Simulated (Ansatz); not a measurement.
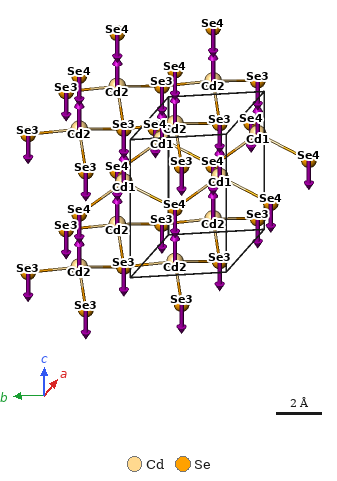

A relaxation of solid CdSe (set up in P6_3mc). The starting structure is drawn; purple arrows show the displacements (the part carried along by the change of the cell is left out), magnified 50 times.

A ball-and-stick model of the cell of the calculation, repeated 2 × 2 × 1 with one cell outlined, seen from a free direction.

The run lets cell and atoms move.

Method: Kohn-Sham DFT of a periodic cell, PBE0, Ansatz PAW in Ansatz 0.2.0.

Input
```yaml
crystal:
  lattice:
    - [4.3, 0.0, 0.0]
    - [-2.15, 3.7239092363, 0.0]
    - [0.0, 0.0, 7.02]
  atoms:
    - { symbol: Cd, position: [0.6666666667, 0.3333333333, 0.5] }
    - { symbol: Cd, position: [0.3333333333, 0.6666666667, 0.0] }
    - { symbol: Se, position: [0.6666666667, 0.3333333333, 0.885] }
    - { symbol: Se, position: [0.3333333333, 0.6666666667, 0.385] }
hamiltonian:
  xc: pbe0
  pseudopotentials: { kind: paw }
kpoints:
  mp_grid: { grid: [4, 4, 2] }
scf:
  occupations: { method: fermi_dirac, width: 0.05 }
output:
  forces: true
  stress: true
  write_density: true
  write_potential: true
  elf: true
  volumetric_format: npy
relax:
  f_tol: 0.01
  max_steps: 40
  cell: { stress_tol: 0.05 }
```

Launched with:
```bash
ansatz run input.yaml --threads 2 --pin off --max-ram 5632MiB --backend cpu --events-out ev --progress --plain --runs-dir out
```

Q: What did the optimiser do to the structure, and how much energy did it gain?

A: The largest moves relative to the cell, 0.031 Å, are those of Cd1, Cd2, Se3 and Se4. Cd2 goes along +c. By element the largest moves are Cd 0.031 Å, Se 0.031 Å. Cell: a = b 4.300 → 4.351 Å (+1.2 %), c 7.020 → 7.069 Å (+0.7 %). Volume +3.1 %. Some distances before and after: Cd1–Se4 2.611 → 2.660 Å, Cd1–Se3 2.703 → 2.660 Å. The space group stays P6_3mc (No. 186). After 3 accepted moves (4 points after the start) the energy has fallen by 38.9 meV per cell of the calculation. The largest force component goes from 0.29 to 0.00024 eV/Å. Pressure: 1.76 GPa at the start and −0.01 GPa at the end. At 1 point the geometry stayed and the basis and grid were re-selected for the new cell (energy shift of 2.5 meV per cell of the calculation at most each time).
